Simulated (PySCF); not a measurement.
**C7H8O (SMILES OCc1ccccc1): levels of theory compared**

Wanted: a comparison of 5 runs (B3LYP/def2-SVP, BHLYP/def2-SVP, CAM-B3LYP/def2-SVP, M06-2X/def2-SVP, wB97X/def2-SVP) of C7H8O. The job is set up through a Python script.

The calculation is run with PySCF 2.14.0.

**1. The system as given**

C7H8O: 16 atoms, total charge 0, spin state singlet. SMILES: `OCc1ccccc1`. The coordinates come from a PBE0-D4/def2-TZVP relaxation. This is one conformer, not always the lowest.

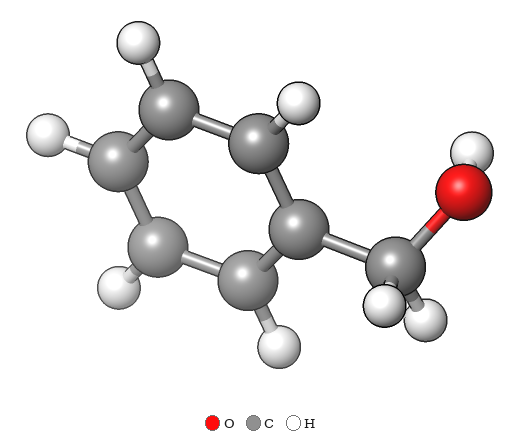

Viewed from a chosen angle; oxygen red, carbon grey, hydrogen white.

**2. A single-point energy at B3LYP/def2-SVP (run 1)**

start.xyz reads:

```xyz
16
C7H8O
O      2.343350    -1.522200     0.675150
C      1.164030    -1.079890     1.309830
C      0.267630    -0.262600     0.420010
C      0.809860     0.630450    -0.499580
C     -0.016050     1.398450    -1.304560
C     -1.395470     1.288700    -1.196750
C     -1.943560     0.401410    -0.283310
C     -1.114550    -0.372010     0.515770
H      2.090590    -2.007280    -0.115490
H      0.593740    -1.921340     1.725940
H      1.501660    -0.474370     2.156570
H      1.887940     0.711750    -0.582140
H      0.418310     2.089850    -2.017950
H     -2.040830     1.889920    -1.826800
H     -3.019960     0.303850    -0.198410
H     -1.546680    -1.074690     1.221710
```

calc.py reads:

```python
# OCc1ccccc1
from pyscf import gto, dft

molecule = gto.M(
    atom='start.xyz',
    verbose=3,
    max_memory=1860,
    basis='def2-svp',
)

ks = dft.RKS(molecule)
ks.xc = 'b3lyp'
ks.conv_tol = 1e-10
ks.grids.level = 5
ks.kernel()
if not ks.converged:
    ks = ks.newton().run(ks.mo_coeff, ks.mo_occ)

e_tot = ks.e_tot
print('E = %.10f Eh' % e_tot)
```

Command:

```
OMP_NUM_THREADS=1 python calc.py
```

Standard output:

```text
converged SCF energy = -346.524573684805
E = -346.5245736848 Eh
```

Wall time 70 s (1 thread of Intel Xeon at 2.70GHz, shared host); peak memory 1.1 GiB.

**3. A single-point energy at BHLYP/def2-SVP (run 2)**

input.py reads:

```python
from pyscf import gto, dft

mol = gto.Mole()
mol.atom = '''
O        2.343350      -1.522200       0.675150
C        1.164030      -1.079890       1.309830
C        0.267630      -0.262600       0.420010
C        0.809860       0.630450      -0.499580
C       -0.016050       1.398450      -1.304560
C       -1.395470       1.288700      -1.196750
C       -1.943560       0.401410      -0.283310
C       -1.114550      -0.372010       0.515770
H        2.090590      -2.007280      -0.115490
H        0.593740      -1.921340       1.725940
H        1.501660      -0.474370       2.156570
H        1.887940       0.711750      -0.582140
H        0.418310       2.089850      -2.017950
H       -2.040830       1.889920      -1.826800
H       -3.019960       0.303850      -0.198410
H       -1.546680      -1.074690       1.221710
'''
mol.basis = 'def2-svp'
mol.charge = 0
mol.verbose = 3
mol.spin = 0
mol.max_memory = 1860
mol.build()

ks = dft.RKS(mol, xc='bhandhlyp')
ks.grids.level = 5
ks.conv_tol = 1e-10
ks.kernel()
if not ks.converged:
    ks = ks.newton().run(ks.mo_coeff, ks.mo_occ)

etot = ks.e_tot
print('Final energy', etot)
```

Command:

```
OMP_NUM_THREADS=1 python input.py
```

Standard output:

```text
converged SCF energy = -346.315129011098
Final energy -346.31512901109835
```

It took 64 s on 1 thread of Intel Xeon at 2.70GHz, shared host; peak memory 1.1 GiB.

Runs 3 to 4 aren't shown in full; the table further down has their settings and results.

**4. A single-point energy at wB97X/def2-SVP (run 5)**

run.py reads:

```python
from pyscf import gto, dft

mol = gto.Mole()
mol.atom = '''
O        2.343350      -1.522200       0.675150
C        1.164030      -1.079890       1.309830
C        0.267630      -0.262600       0.420010
C        0.809860       0.630450      -0.499580
C       -0.016050       1.398450      -1.304560
C       -1.395470       1.288700      -1.196750
C       -1.943560       0.401410      -0.283310
C       -1.114550      -0.372010       0.515770
H        2.090590      -2.007280      -0.115490
H        0.593740      -1.921340       1.725940
H        1.501660      -0.474370       2.156570
H        1.887940       0.711750      -0.582140
H        0.418310       2.089850      -2.017950
H       -2.040830       1.889920      -1.826800
H       -3.019960       0.303850      -0.198410
H       -1.546680      -1.074690       1.221710
'''
mol.verbose = 3
mol.max_memory = 1860
mol.basis = 'def2-svp'
mol.build()

mf = dft.RKS(mol)
mf.xc = 'wb97x'
mf.conv_tol = 1e-10
mf.grids.level = 5
mf.kernel()
if not mf.converged:
    mf = mf.newton().run(mf.mo_coeff, mf.mo_occ)

etot = mf.e_tot
print(f'total energy: {etot:.8f} hartree')
```

Command:

```
OMP_NUM_THREADS=1 python run.py
```

Standard output:

```text
converged SCF energy = -346.431478549729
total energy: -346.43147855 hartree
```

Run time: 2.1 min. Hardware: 1 thread of Intel Xeon at 2.70GHz, shared host; peak memory 1.1 GiB.

**5. Overview of the runs**

```
run               level  energy (Eh)  dipole moment (D)  HOMO energy (eV)  LUMO energy (eV)  wall time
  1      B3LYP/def2-SVP  -346.524574               1.41             -6.81             -0.34       70 s
  2      BHLYP/def2-SVP  -346.315129               1.53             -7.92              0.88       64 s
  3  CAM-B3LYP/def2-SVP  -346.336866               1.45             -8.27              0.96      2 min
  4     M06-2X/def2-SVP  -346.364990               1.49             -8.22              0.62    1.9 min
  5      wB97X/def2-SVP  -346.431479               1.46             -9.28              1.89    2.1 min
```

**6. Results**

| quantity | value |
| --- | --- |
| run 5: total energy | -346.43148 Eh |
| run 5: dipole moment | 1.46 D |
| run 5: HOMO energy | -9.28 eV |
| run 5: LUMO energy | 1.89 eV |
| run 5: HOMO–LUMO gap | 11.18 eV |

In words: The dipole moment (its size) runs from 1.41 D (B3LYP/def2-SVP) to 1.53 D (BHLYP/def2-SVP). The HOMO–LUMO gap runs from 6.47 eV (B3LYP/def2-SVP) to 11.18 eV (wB97X/def2-SVP). Totals of different functionals can't be ranked against each other. All runs together took 8.3 min, the longest 2.1 min.
